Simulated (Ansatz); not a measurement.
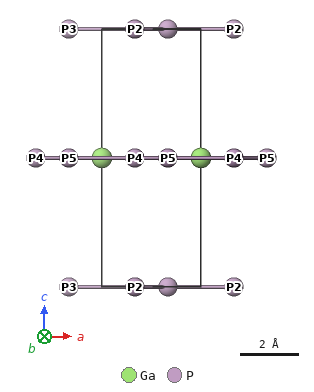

Solid GaP4 (a generated structure, set up in P6/mmm) (coarse preliminary run), before the relaxation. The picture is a ball-and-stick view of the cell of the calculation, seen along the b axis.

Computed with Ansatz, DFT PBE, scalar-relativistic, plane waves, PAW.

The input:
```yaml
crystal:
  lattice:
    - [3.9491925, 0.0, 0.0]
    - [-1.97459625, 3.42010103, 0.0]
    - [0.0, 0.0, 8.90378188]
  atoms:
    - { symbol: Ga, position: [0.0, 0.0, 0.5] }
    - { symbol: P, position: [0.33333333, 0.66666667, 0.0] }
    - { symbol: P, position: [0.66666667, 0.33333333, 0.0] }
    - { symbol: P, position: [0.33333333, 0.66666667, 0.5] }
    - { symbol: P, position: [0.66666667, 0.33333333, 0.5] }
basis:
  ecutwfc: 420
kpoints:
  mp_grid: { grid: [6, 6, 2] }
hamiltonian:
  xc: pbe
scf:
  occupations: { method: gaussian, width: 0.1 }
  lower_state_search: "off"
output:
  forces: true
  stress: true
  eigenvalues: true
relax:
  adjacent_minimum: "off"
  f_tol: 0.04
  max_steps: 70
  cell: { stress_tol: 0.4 }
```

Command:
```bash
ansatz run input.yaml --threads 1 --pin off --max-ram 2560MiB --backend cpu --events-out ev --progress --plain --runs-dir out
```

**What does the optimiser find from here?**

The energy falls by 2.864 eV per cell of the calculation in 10 accepted moves (11 points after the start). All forces vanish by symmetry, so only the cell relaxes. Pressure: 13.27 GPa at the start and 0.21 GPa at the end. The SCF was repeated once at an unchanged geometry on a basis and grid sized afresh for the cell, which shifted the energy by 10.4 meV per cell of the calculation at most. The atoms keep their places relative to the cell (all moves are under 0.005 Å). The volume changes by −24.9 %, with a = b 3.949 → 4.394 Å (+11.3 %), c 8.904 → 5.399 Å (−39.4 %). Among the contacts that change: P2–P4 4.452 → 2.699 Å, P2–P3 2.280 → 2.537 Å, Ga1–P4 2.280 → 2.537 Å. The space group stays P6/mmm (No. 191).

Final geometry:

```
Ga P
1.0
     4.39448    0.00000    0.00000
    -2.19724    3.80573    0.00000
     0.00000    0.00000    5.39854
Ga P
1 4
Direct
  0.00000 0.00000 0.50000
  0.33333 0.66667 0.00000
  0.66667 0.33333 0.00000
  0.33333 0.66667 0.50000
  0.66667 0.33333 0.50000
```

After the run, drawn alike:

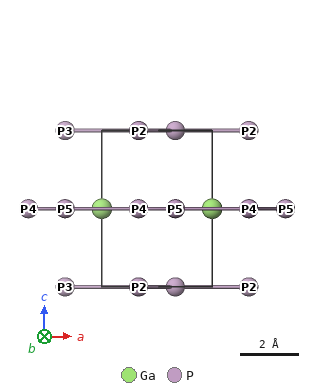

Limits of the set-up: layers or molecules are held without a dispersion correction, so their spacing is unreliable.
